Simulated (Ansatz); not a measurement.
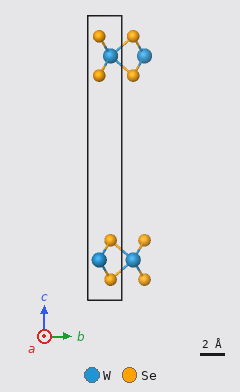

Starting structure of a crystal of WSe2 (set up in P-3m1). The picture is a ball-and-stick view of the cell of the calculation, repeated 1 × 2 × 1 with one cell outlined, seen along the a axis.

Computed with Ansatz 0.2.0, DFT PBEsol, scalar-relativistic, plane waves, PAW.

Input file:
```yaml
crystal:
  lattice:
    - [3.317853269, 0.0, 0.0]
    - [-1.6589266345, 2.873345217, 0.0]
    - [0.0, 0.0, 24.06851927]
  atoms:
    - { symbol: W, position: [0.66666667, 0.33333333, 0.14153752] }
    - { symbol: W, position: [0.33333333, 0.66666667, 0.85846248] }
    - { symbol: Se, position: [0.33333333, 0.66666667, 0.21059449] }
    - { symbol: Se, position: [0.66666667, 0.33333333, 0.9275621] }
    - { symbol: Se, position: [0.33333333, 0.66666667, 0.0724379] }
    - { symbol: Se, position: [0.66666667, 0.33333333, 0.78940551] }
basis:
  ecutwfc: 420
kpoints:
  mp_grid: { grid: [12, 12, 2] }
hamiltonian:
  xc: pbesol
scf:
  occupations: { method: gaussian, width: 0.02 }
output:
  forces: true
  stress: true
  eigenvalues: true
relax:
  adjacent_minimum: "off"
  f_tol: 0.005
  max_steps: 80
  cell: { stress_tol: 0.05 }
```

Command:
```bash
ansatz run input.yaml --threads 4 --pin off --max-ram 9216MiB --backend cpu --events-out ev --progress --plain --runs-dir out
```

Predict the outcome.

Answer. After 3 accepted moves (5 points after the start) the energy has fallen by 7.0 meV per atom. Largest force component: 0.13 eV/Å at the start, 0.005 eV/Å at the end. Pressure: −1.52 GPa at the start and 0.02 GPa at the end. The line search rejected the trial step at point 1 of the run. The SCF was repeated once at an unchanged geometry on a basis and grid sized afresh for the cell, which shifted the energy by 0.1 meV per atom at most. The largest moves relative to the cell, 0.11 Å, are those of Se4 and Se5. Se4 goes along +c. Largest moves by element: Se 0.11 Å, W 0.09 Å. Cell: a = b 3.318 → 3.271 Å (−1.4 %), c 24.069 → 23.983 Å (−0.4 %). Volume −3.2 %. Near-neighbour distances that change, for instance: W1–Se3 2.536 → 2.522 Å. The space group stays P-3m1 (No. 164).

The end point in the same view:

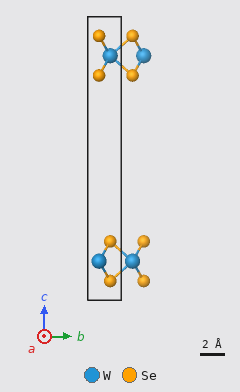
